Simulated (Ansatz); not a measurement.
## Single-point calculation of SnO2 (part 1 of 2)

System: SnO2 (P4₂/mnm, 6 atoms in the cell).
Method: DFT, r2SCAN, paw_fr, spin-orbit coupling (Ansatz 0.2.0).

The structure was built on a prototype by a generator; it need not be a known phase.

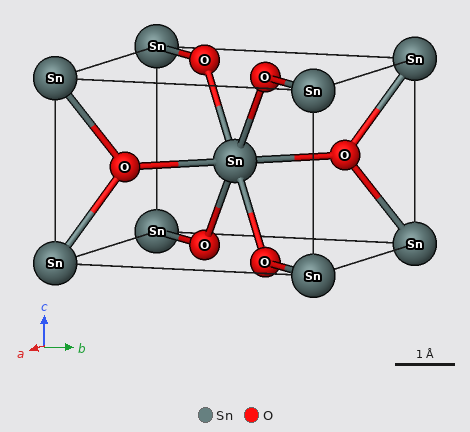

Figure 1. The structure (ball-and-stick view of the cell of the calculation, seen slightly off an axis). An atom can appear more than once, as a periodic image. Near neighbours in the periodic cell (some may lie outside the picture): Sn has 6 O at 2.06 to 2.07 Å; O has 3 Sn at 2.06 to 2.07 Å.

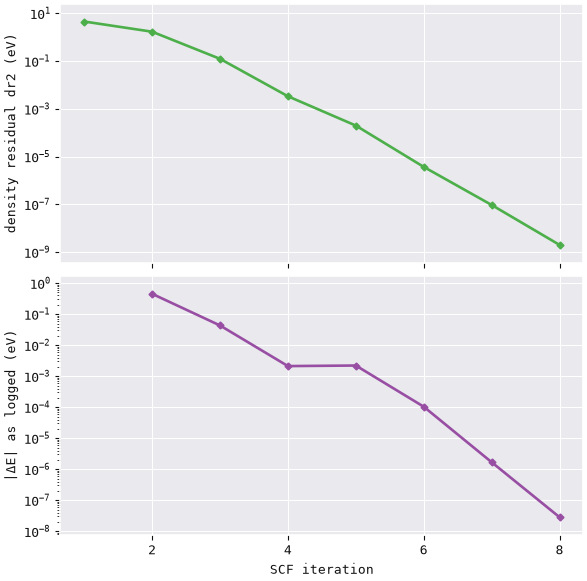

Figure 2. Convergence of the self-consistent field: density residual dr2 and size of the energy change against the SCF iteration. The residual falls at every step.

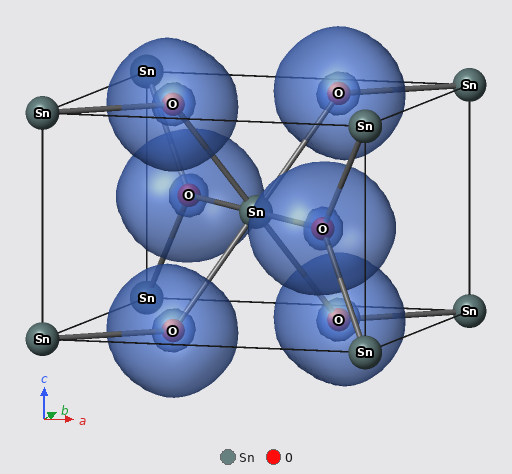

Figure 3. Isosurface of the electron localisation function at 0.6 (blue), seen slightly off an axis. Core shells and regions of very low density are left out. Sticks mark near contacts. The outline is the cell set on symmetry axes. Values along the shortest contacts: Sn–O (2.06 Å): the ELF is about 0.25 at the midpoint. Core electrons are frozen (PAW), so the fields are smoothed inside the atomic spheres.

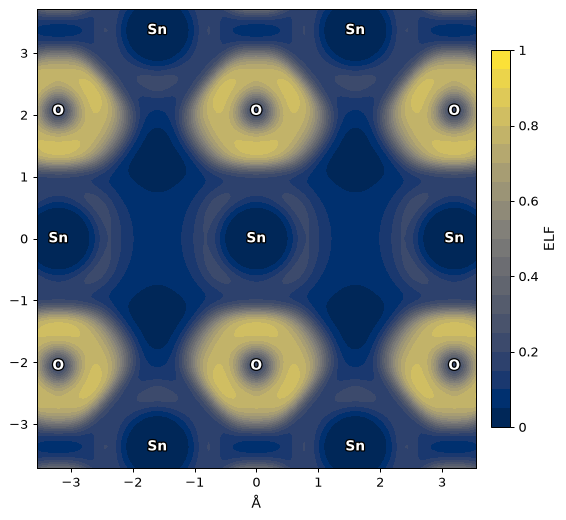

Figure 4. Electron localisation function on the (11̄0) plane of the conventional cell. The section cuts through Sn and O sites. Sn–O (2.06 Å): the ELF is about 0.25 at the midpoint.

The input that produced these results follows, with the program's output.

**Input file**
```yaml
crystal:
  lattice:
    - [4.7602402987, 0.0, 0.0]
    - [0.0, 4.7602402987, 0.0]
    - [0.0, 0.0, 3.2007837667]
  atoms:
    - { symbol: Sn, position: [0.0, 0.0, 0.0] }
    - { symbol: Sn, position: [0.5, 0.5, 0.5] }
    - { symbol: O, position: [0.3059140393, 0.3059140393, 0.0] }
    - { symbol: O, position: [0.8059140393, 0.1940859607, 0.5] }
    - { symbol: O, position: [0.1940859607, 0.8059140393, 0.5] }
    - { symbol: O, position: [0.6940859607, 0.6940859607, 0.0] }
basis:
  ecutwfc: 500
  ecutrho_ratio: 4
kpoints:
  mp_grid: { grid: [6, 6, 10] }
hamiltonian:
  xc: r2scan
  pseudopotentials: { kind: paw_fr }
scf:
  occupations: { method: gaussian, width: 0.05 }
  convergence: { dr2_threshold: 1.0e-08 }
output:
  forces: true
  stress: true
  write_density: true
  write_potential: true
  elf: true
  volumetric_format: npy
magnetization:
  noncollinear: true
  spin_orbit: true
```

Launched with:
```bash
ansatz run input.yaml --threads 4 --pin off --max-ram 7168MiB --backend cpu --events-out ev --progress --plain --runs-dir out
```

**What the program printed**
```
Warning: output.stress: scf.convergence.dr2_threshold = 1e-8 eV is looser than the 6e-10 eV advised for a printed stress (1e-10 eV for each atom of the cell: 6). What an SCF threshold leaves in a stress goes as its square root, and in the free energy as the threshold itself, and one threshold admits the most on a small cell: of the crystals measured, under no hybrid functional and no lock of the moments, on runs that ended without the residual-converged pass, on stresses that held no estimate of that error, the worst erred by over 100 MPa in a component at 1e-7 eV an atom and by under 5 at 1e-10. Set scf.convergence.dr2_threshold to 6e-10 eV or tighter. The threshold is an SCF's pass mark: one that does not reach it within its budget of iterations ends unconverged, or closes short of it on a stop that the run arms, and scf.convergence.dr2_threshold's page says what that costs each kind of run
Engine: ansatz 0.2.0, x86_64-unknown-linux-gnu
Pseudopotentials: kind: paw_fr
Pseudopotential: Sn, paw_fr, valence charge 14, recommended cutoff 500 eV (meta_gga), Sn.paw.azcp#standard-fr
Pseudopotential: O, paw_fr, valence charge 6, recommended cutoff 500 eV (meta_gga), O.paw.azcp#standard-fr
Functional definition: r2SCAN
  parameter k0 = 0.174
  parameter k1 = 0.065
  parameter a1 = 4.9479
  exchange = r2scan_x(k0 = k0, k1 = k1, a1 = a1)
  correlation = r2scan_c
non-collinear run that drives no moment, with spin-orbit: no starting moment large enough to seed its density (crystal.atoms[].spin), no starting occupations that ask for one, no magnetisation constraint and no magnetic field, so the semilocal B_xc is pinned to zero
Crystal: 6 atoms, lattice volume = 72.529 Å³
Basis set: ecut = 500 eV, 1867 PW (Γ), exchange–correlation on 144×144×96 points (64 copies of the dense FFT grid, shifted against one another)
Bands: 64, of which v1, the nominal top of the filled ones, is band 52 counted from 1 (51 counted from 0)
Symmetry: 16 space group operations + 16 with time reversal
Magnetic group: BNS 136.496 (UNI 1156), of the structure as read, at distance tolerance 4.2e-5 Å
k-points: 60 of 360
Projection manifold: j_resolved (fully-relativistic pseudo-atomic orbitals)
Non-local potential: Sn, projectors of the file, l = 0: 2, l = 1: 4, l = 2: 4, l = 3: 4
Non-local potential: O, projectors of the file, l = 0: 2, l = 1: 4, l = 2: 2
PAW form: soft (Blöchl's): semilocal exchange-correlation on the pseudo side does not see the compensation charge
PAW frozen core: Sn, regenerated for the run's functional (the file was generated under x = pbe(κ = 0.804, μ = 0.2195149727645171), c = pbe(β = 0.06672455060314922))
PAW frozen core: O, regenerated for the run's functional (the file was generated under x = pbe(κ = 0.804, μ = 0.2195149727645171), c = pbe(β = 0.06672455060314922))
PAW one-centre angular grid: Sn, 590 points (default); XC on 273 of its mesh's 2787 points in the sphere
PAW one-centre angular grid: O, 302 points (default); XC on 160 Gauss nodes
Initial density: superposition of atomic densities (chi_scale 0.1, normalization cell, long waves kept (reshape's long-wave potential 0.00 eV rms))
Initial wavefunctions: pseudopotential atomic-orbital guess
Functional: x = r2scan, c = r2scan; τ floored in thin density (d = 2e-4 eV/Å³)
SCF iter   1: F=—  HF=-14332.352146 eV  |F-HF|=—  |Δ(HF+E_count)|=         —  Δρ=9.26e-2  dr2=4.57e0  dr2_τ=1.49e-1  dr2_m=0.00e0 (ungated)  ethr=3.10e-3  |M|=0.00e0 ∫|m|=0.00e0 μB  |m|>n=0.0e0 m-floor=0.0e0 τ_xc=0.0e0  β_m=0.30  ⟨swp⟩=6.2  Hψ=9128  notcnv=0  defer=62
preconditioner: auto → Resta (q_TF=auto, 2.581 Å⁻¹)  ε∞=3.2  [insulator: Δε(μ)=2.078 eV  Ē_g=21.103 eV  σ=0.050 eV  W_gap=1.00  n_scr=18 (ndim 8)  ℏωp=31.4 eV  f_vac=0.000  D(μ)=0.00/eV (n_scr^D=0)  ε∞_Penn≈3.2]
spin=Noncollinear: Resta preconditioning applied to the charge; magnetization (m_x, m_y, m_z) channels mix plain (no charge-response kernel on spin).
SCF iter   2: F=—  HF=-14331.899275 eV  |F-HF|=—  |Δ(HF+E_count)|=   4.53e-1  Δρ=6.09e-2  dr2=1.71e0  dr2_τ=1.35e-2  dr2_m=0.00e0 (ungated)  ethr=3.10e-3  |M|=0.00e0 ∫|m|=0.00e0 μB  |m|>n=0.0e0 m-floor=0.0e0 τ_xc=0.0e0  β_m=0.52  ⟨swp⟩=2.7  Hψ=3176  notcnv=0  defer=392
SCF iter   3: F=—  HF=-14331.856111 eV  |F-HF|=—  |Δ(HF+E_count)|=   4.32e-2  Δρ=1.67e-2  dr2=1.25e-1  dr2_τ=3.37e-3  dr2_m=0.00e0 (ungated)  ethr=3.10e-3  |M|=0.00e0 ∫|m|=0.00e0 μB  |m|>n=0.0e0 m-floor=0.0e0 τ_xc=0.0e0  β_m=0.62  ⟨swp⟩=3.0  Hψ=3449  notcnv=0  defer=392
SCF iter   4: F=—  HF=-14331.853996 eV  |F-HF|=—  |Δ(HF+E_count)|=   2.12e-3  Δρ=3.09e-3  dr2=3.38e-3  dr2_τ=1.40e-4  dr2_m=0.00e0 (ungated)  ethr=2.41e-4  |M|=0.00e0 ∫|m|=0.00e0 μB  |m|>n=0.0e0 m-floor=0.0e0 τ_xc=0.0e0  β_m=0.76  ⟨swp⟩=3.0  Hψ=3352  notcnv=0  defer=392
SCF iter   5: F=—  HF=-14331.856207 eV  |F-HF|=—  |Δ(HF+E_count)|=   2.21e-3  Δρ=6.09e-4  dr2=2.00e-4  dr2_τ=3.07e-6  dr2_m=0.00e0 (ungated)  ethr=6.50e-6  |M|=0.00e0 ∫|m|=0.00e0 μB  |m|>n=0.0e0 m-floor=0.0e0 τ_xc=0.0e0  β_m=0.88  ⟨swp⟩=2.0  Hψ=2358  notcnv=0  defer=392
SCF iter   6: F=—  HF=-14331.856310 eV  |F-HF|=—  |Δ(HF+E_count)|=   1.04e-4  Δρ=9.05e-5  dr2=3.72e-6  dr2_τ=1.31e-7  dr2_m=0.00e0 (ungated)  ethr=3.84e-7  |M|=0.00e0 ∫|m|=0.00e0 μB  |m|>n=0.0e0 m-floor=0.0e0 τ_xc=0.0e0  β_m=0.94  ⟨swp⟩=2.4  Hψ=2622  notcnv=0  defer=392
SCF iter   7: F=—  HF=-14331.856312 eV  |F-HF|=—  |Δ(HF+E_count)|=   1.69e-6  Δρ=1.24e-5  dr2=9.46e-8  dr2_τ=1.76e-9  dr2_m=0.00e0 (ungated)  ethr=7.15e-9  |M|=0.00e0 ∫|m|=0.00e0 μB  |m|>n=0.0e0 m-floor=0.0e0 τ_xc=0.0e0  β_m=0.97  ⟨swp⟩=2.0  Hψ=2683  notcnv=0  defer=392
SCF iter   8: F=-14331.856312 eV  HF=-14331.856312 eV  |F-HF|=1.60e-10  |Δ(HF+E_count)|=   2.85e-8  Δρ=1.78e-6  dr2=2.01e-9  dr2_τ=3.51e-11  dr2_m=0.00e0 (ungated)  ethr=1.92e-11  |M|=0.00e0 ∫|m|=0.00e0 μB  |m|>n=0.0e0 m-floor=0.0e0 τ_xc=0.0e0  ⟨swp⟩=17.5  Hψ=14725  notcnv=0
SCF 1 converged in 8 iterations: F = -14331.856312 eV  dr2 = 2.01e-9
  greatest PAW one-centre occupation: 0.995 electrons in one spin orbital (limit 2), on the Sn atom at site 1 (counted from 0), in its partial waves of l = 2
SCF converged after 8 iterations
Magnetization: |M| = 0.0000 μB,  M = (+0.0000, +0.0000, +0.0000) μB
Absolute magnetization: 0.0000 μB (∫|m|)
  site 0: m = (+0.0000, +0.0000, +0.0000) μB, |m| = 0.0000 μB  (R = 0.85 Å)
  site 1: m = (+0.0000, +0.0000, +0.0000) μB, |m| = 0.0000 μB  (R = 0.85 Å)
  site 2: m = (+0.0000, +0.0000, +0.0000) μB, |m| = 0.0000 μB  (R = 0.85 Å)
  site 3: m = (+0.0000, +0.0000, +0.0000) μB, |m| = 0.0000 μB  (R = 0.85 Å)
  site 4: m = (+0.0000, +0.0000, +0.0000) μB, |m| = 0.0000 μB  (R = 0.85 Å)
  site 5: m = (+0.0000, +0.0000, +0.0000) μB, |m| = 0.0000 μB  (R = 0.85 Å)
Free energy (F): -14331.856312 eV
Harris-Foulkes:  -14331.856312 eV  (|F-HF|=1.60e-10)
Internal energy: -14331.856312 eV  (E = F + TS)
E sigma→0 (E₀):  -14331.856312 eV
Fermi energy:    9.762752 eV
--- Per-component energies (eV) ---
  E_band       = -164.870393
  E_kinetic    = 1085.957603
  E_local      = -2885.515960  (includes V_loc(G=0)·N_el)
  E_nonlocal   = 131.865483
  E_hartree    = 1501.935308
  E_xc         = -1036.336089
  E_vxc        = -622.801819  (∫ρ·V_xc dr)
  E_paw        = -8965.834764  (= ΣΔE_a)
  E_vpaw       = -917.565137  (= ΣTr[D̂ρ^β])
  E_aug_tail   = 0.003911  (compensation charges beyond the density's cutoff)
  E_vtau       = 39.315101  (kinetic-family band-sum trace: ∫τ·v_τ [+ j·A + Jᵃ·Aᵃ] dr)
  E_ewald      = -4165.295265
  E_core_change = 1.363462  (= ΣΔE_core)
  E_smearing   = -0.000000  (= −TS)
  E_closure    = 0.000000  (closes the sum)
  Σ components = -14331.856312   (vs F -14331.856312, Δ=0.00e0)
```
